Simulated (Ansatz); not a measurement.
## HfO$_{2}$: a changed input and its effect

System: HfO$_{2}$ (I4/mmm, 3 atoms in the cell).
Method of run 1: DFT PBE, scalar-relativistic, plane waves, PAW, no spin polarisation (Ansatz 0.2.0).

The structure derives from an entry of the Crystallography Open Database. Text and figures count atoms from 1; the logs count them from 0 in places.

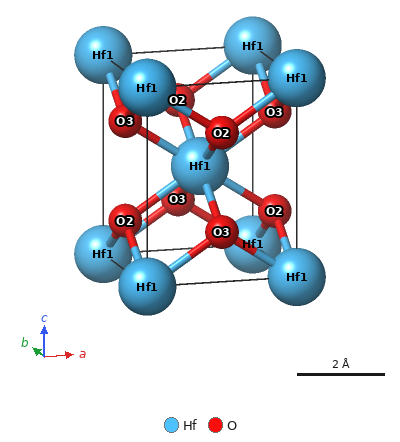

Fig. 1: The input geometry (ball-and-stick view of the cell 2 times as large as that of the calculation, set on its symmetry axes, seen slightly off an axis; atoms are numbered from 1 in the order of the input). An atom can appear more than once, as a periodic image.

### The input, run 1
```yaml
crystal:
  lattice:
    - [0.0, 2.3656875, 2.5575]
    - [2.5575, 0.0, 2.5575]
    - [2.5575, 2.3656875, 0.0]
  atoms:
    - { symbol: Hf, position: [0.0, 0.0, 0.0] }
    - { symbol: O, position: [0.25, 0.25, 0.25] }
    - { symbol: O, position: [0.75, 0.75, 0.75] }
basis:
  ecutwfc: 420
kpoints:
  mp_grid: { grid: [8, 8, 8] }
hamiltonian:
  xc: pbe
scf:
  occupations: { method: gaussian, width: 0.05 }
output:
  forces: true
  stress: true
  eigenvalues: true
  write_density: true
  write_potential: true
  elf: true
  volumetric_format: npy
```

Launched with:
```bash
ansatz run input.yaml --threads 1 --pin off --max-ram 2560MiB --backend cpu --events-out ev --progress --plain --runs-dir out
```

Hardware: 1 thread of Intel Xeon (Sapphire Rapids), 32 GiB of memory available, shared host.

### Output, shortened to warnings, some set-up lines, iterations and results (run 1)
```
Basis set: ecut = 420 eV, 603 PW (Γ), exchange–correlation on 48×50×48 points (8 copies of the dense FFT grid, shifted against one another)
Symmetry: 16 space group operations
k-points: 59 of 512
Initial density: superposition of atomic densities (neutral atoms: chi_scale 0, normalization atom), corrected by the library's trained network
[...]
SCF iter   1: F=—  HF=-16861.094838 eV  |F-HF|=—  |Δ(HF+E_count)|=         —  Δρ=3.31e-3  dr2=2.69e-3  ethr=1.77e-3  ⟨swp⟩=4.7  Hψ=5003  notcnv=0
SCF iter   2: F=—  HF=-16861.095606 eV  |F-HF|=—  |Δ(HF+E_count)|=   7.69e-4  Δρ=2.39e-3  dr2=1.15e-3  ethr=7.07e-6  ⟨swp⟩=2.0  Hψ=2774  notcnv=0
SCF iter   3: F=—  HF=-16861.095488 eV  |F-HF|=—  |Δ(HF+E_count)|=   1.19e-4  Δρ=9.00e-4  dr2=1.16e-4  ethr=3.02e-6  ⟨swp⟩=2.0  Hψ=2168  notcnv=0
SCF iter   4: F=—  HF=-16861.095690 eV  |F-HF|=—  |Δ(HF+E_count)|=   2.02e-4  Δρ=1.23e-4  dr2=2.15e-6  ethr=3.04e-7  ⟨swp⟩=2.0  Hψ=2234  notcnv=0
SCF iter   5: F=—  HF=-16861.095713 eV  |F-HF|=—  |Δ(HF+E_count)|=   2.33e-5  Δρ=4.62e-5  dr2=3.71e-7  ethr=5.66e-9  ⟨swp⟩=2.0  Hψ=2477  notcnv=0
SCF iter   6: F=-16861.095713 eV  HF=-16861.095713 eV  |F-HF|=3.29e-8  |Δ(HF+E_count)|=   1.62e-7  Δρ=1.41e-5  dr2=2.37e-8  ethr=2.63e-10  ⟨swp⟩=9.2  Hψ=10136  notcnv=0
SCF 1 converged in 6 iterations: F = -16861.095713 eV  dr2 = 2.37e-8
SCF converged after 6 iterations
Free energy (F): -16861.095713 eV
Harris-Foulkes:  -16861.095713 eV  (|F-HF|=3.29e-8)
Internal energy: -16861.095713 eV  (E = F + TS)
E sigma→0 (E₀):  -16861.095713 eV
Fermi energy:    19.239800 eV
--- Per-component energies (eV) ---
  E_band       = 97.837897
  E_kinetic    = 777.391403
  E_local      = -5580.494597  (includes V_loc(G=0)·N_el)
  E_nonlocal   = -1146.460207
  E_hartree    = 2575.611331
  E_xc         = -449.310338
  E_vxc        = -456.929762  (∫ρ·V_xc dr)
  E_paw        = -7243.921106  (= ΣΔE_a)
  E_vpaw       = 1353.105779  (= ΣTr[D̂ρ^β])
  E_aug_tail   = 0.005046  (compensation charges beyond the density's cutoff)
  E_ewald      = -5793.917246
  E_smearing   = -0.000000  (= −TS)
  E_closure    = 0.000000  (closes the sum)
  Σ components = -16861.095713   (vs F -16861.095713, Δ=0.00e0)
--- Forces (eV/Å), atoms counted from 1 ---
  atom   1  Hf    -0.00000000    -0.00000000     0.00000000
  atom   2  O     -0.00000000     0.00000000     0.00000000
  atom   3  O      0.00000000     0.00000000     0.00000000
  max |Σ_I F_I| component: 3.16e-30 eV/Å
--- Stress (GPa, compression-positive) ---
        6.694281      -0.000000       0.000000
       -0.000000      45.068450       0.000000
        0.000000       0.000000       6.694281
  P = ⅓ Tr σ = 19.4857 GPa (194.857 kbar)
```

For run 2 the input was changed thus:
```diff
-    - [0.0, 2.3656875, 2.5575]
+    - [0.0, 2.46159375, 2.5575]
-    - [2.5575, 2.3656875, 0.0]
+    - [2.5575, 2.46159375, 0.0]
```

What does this change do to the results?

With the same functional and potentials, run 2 lies 82.9 meV per atom lower. The gap on the mesh goes from 2.86 to 3.41 eV. The pressure goes from 19.49 to 7.36 GPa. The volume per atom goes from 10.32 to 10.73 Å³. The number of SCF iterations is the same. The plane waves at Γ go from 603 to 621.

### Output, shortened to warnings, some set-up lines, iterations and results (run 2)
```
Basis set: ecut = 420 eV, 621 PW (Γ), exchange–correlation on 48×50×48 points (8 copies of the dense FFT grid, shifted against one another)
Symmetry: 16 space group operations
k-points: 59 of 512
Initial density: superposition of atomic densities (neutral atoms: chi_scale 0, normalization atom), corrected by the library's trained network
[...]
SCF iter   1: F=—  HF=-16861.343277 eV  |F-HF|=—  |Δ(HF+E_count)|=         —  Δρ=2.62e-3  dr2=1.60e-3  ethr=1.77e-3  ⟨swp⟩=4.6  Hψ=4984  notcnv=0
SCF iter   2: F=—  HF=-16861.344183 eV  |F-HF|=—  |Δ(HF+E_count)|=   9.06e-4  Δρ=1.93e-3  dr2=8.06e-4  ethr=4.22e-6  ⟨swp⟩=2.0  Hψ=2754  notcnv=0
SCF iter   3: F=—  HF=-16861.344110 eV  |F-HF|=—  |Δ(HF+E_count)|=   7.23e-5  Δρ=7.50e-4  dr2=7.43e-5  ethr=2.12e-6  ⟨swp⟩=2.0  Hψ=2107  notcnv=0
SCF iter   4: F=—  HF=-16861.344300 eV  |F-HF|=—  |Δ(HF+E_count)|=   1.89e-4  Δρ=9.01e-5  dr2=1.75e-6  ethr=1.95e-7  ⟨swp⟩=2.0  Hψ=2275  notcnv=0
SCF iter   5: F=—  HF=-16861.344300 eV  |F-HF|=—  |Δ(HF+E_count)|=   1.87e-7  Δρ=4.90e-5  dr2=5.09e-7  ethr=4.59e-9  ⟨swp⟩=2.2  Hψ=2478  notcnv=0
SCF iter   6: F=-16861.344300 eV  HF=-16861.344300 eV  |F-HF|=1.00e-8  |Δ(HF+E_count)|=   5.47e-8  Δρ=1.92e-5  dr2=5.35e-8  ethr=2.63e-10  ⟨swp⟩=6.4  Hψ=9753  notcnv=0
SCF 1 converged in 6 iterations: F = -16861.344300 eV  dr2 = 5.35e-8
SCF converged after 6 iterations
Free energy (F): -16861.344300 eV
Harris-Foulkes:  -16861.344300 eV  (|F-HF|=1.00e-8)
Internal energy: -16861.344300 eV  (E = F + TS)
E sigma→0 (E₀):  -16861.344300 eV
Fermi energy:    18.295706 eV
--- Per-component energies (eV) ---
  E_band       = 63.584572
  E_kinetic    = 773.422210
  E_local      = -5700.417191  (includes V_loc(G=0)·N_el)
  E_nonlocal   = -1147.066261
  E_hartree    = 2619.239679
  E_xc         = -448.287272
  E_vxc        = -455.548789  (∫ρ·V_xc dr)
  E_paw        = -7243.014614  (= ΣΔE_a)
  E_vpaw       = 1354.699163  (= ΣTr[D̂ρ^β])
  E_aug_tail   = 0.004975  (compensation charges beyond the density's cutoff)
  E_ewald      = -5715.225827
  E_smearing   = -0.000000  (= −TS)
  E_closure    = 0.000000  (closes the sum)
  Σ components = -16861.344300   (vs F -16861.344300, Δ=0.00e0)
--- Forces (eV/Å), atoms counted from 1 ---
  atom   1  Hf    -0.00000000    -0.00000000     0.00000000
  atom   2  O     -0.00000000     0.00000000    -0.00000000
  atom   3  O      0.00000000     0.00000000     0.00000000
  max |Σ_I F_I| component: 1.97e-30 eV/Å
--- Stress (GPa, compression-positive) ---
        1.428663       0.000000       0.000000
        0.000000      19.222476       0.000000
        0.000000       0.000000       1.428663
  P = ⅓ Tr σ = 7.3599 GPa (73.599 kbar)
```

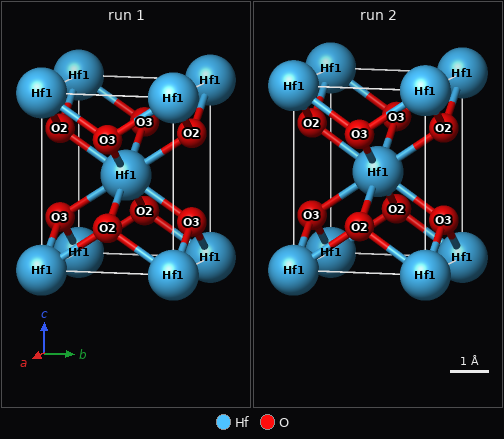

Fig. 2: The two input geometries at one scale (ball-and-stick view of the cell 2 times as large as that of the calculation, set on its symmetry axes, seen slightly off an axis). No atom moves by more than 0.005 Å relative to the cell. Cell: a = b stay at 3.617 Å, c 4.731 → 4.923 Å (+4.1 %). Volume +4.1 %. Among the contacts that change: Hf1–O2 2.161 → 2.188 Å.

### The two runs side by side

| quantity | run 1 | run 2 |
| --- | --- | --- |
| outcome | converged | converged |
| free energy per atom (eV) | −5620.3652 | −5620.4481 |
| gap on the mesh (eV) | 2.86 | 3.41 |
| pressure (GPa) | 19.49 | 7.36 |
| volume per atom (Å³) | 10.32 | 10.73 |
| largest force (eV/Å) | 0.000 | 0.000 |
| SCF iterations | 6 | 6 |
| irreducible k-points | 59 | 59 |
| plane waves at Γ | 603 | 621 |
| wall time (shared host) | 2 s | 2.1 s |

For both runs: Spin–orbit coupling is left out, which matters for Hf.
